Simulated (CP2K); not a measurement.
```
Co O
1.0
     3.01440    1.74036   -2.46124
     0.00000    3.48072    2.46124
     3.01440   -1.74036    2.46124
Co O
4 4
Direct
  0.00000 0.00000 0.00000
  0.00000 0.50000 0.50000
  0.50000 0.50000 0.00000
  0.50000 0.00000 0.50000
  0.00000 0.50000 0.00000
  0.00000 0.00000 0.50000
  0.50000 0.00000 0.00000
  0.50000 0.50000 0.50000
```

Space group Fm-3m; spin-polarised.

Level of theory: Kohn-Sham DFT of a periodic cell, PBE, GTH-PBE with UZH-TZVP basis in CP2K 2026.2.

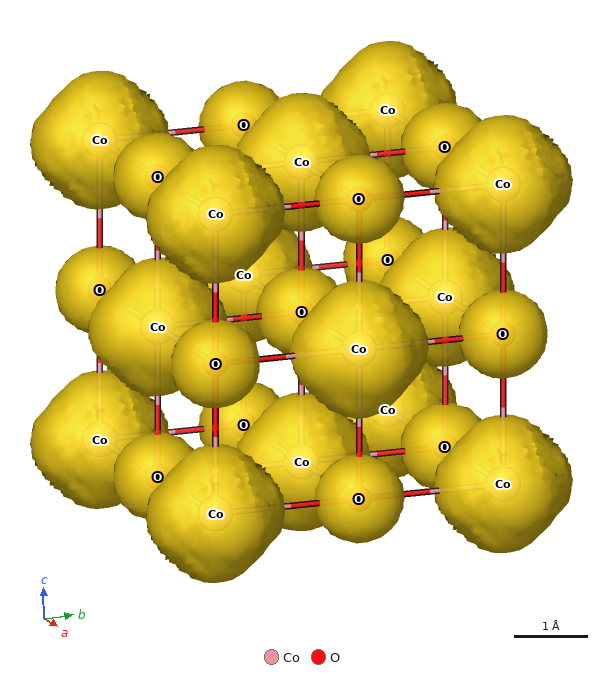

CoO. Isosurface of the spin density at +0.1 e/Å³ (yellow), seen slightly off an axis. Sticks mark near contacts.

Core electrons are replaced by pseudopotentials, and the valence fields are smoothed inside the atomic spheres.

Q: Where is the spin, and how is it ordered?

A: The spin density sits on Co: +2.7 μB (×4) in one cell of 8 atoms, with smaller moments on other sites: O (up to +0.26 μB): parallel main moments, as they must be, since the calculation's own cell holds one magnetic site. The cell of the calculation (2 atoms) carries 3.0 μB of net spin moment.
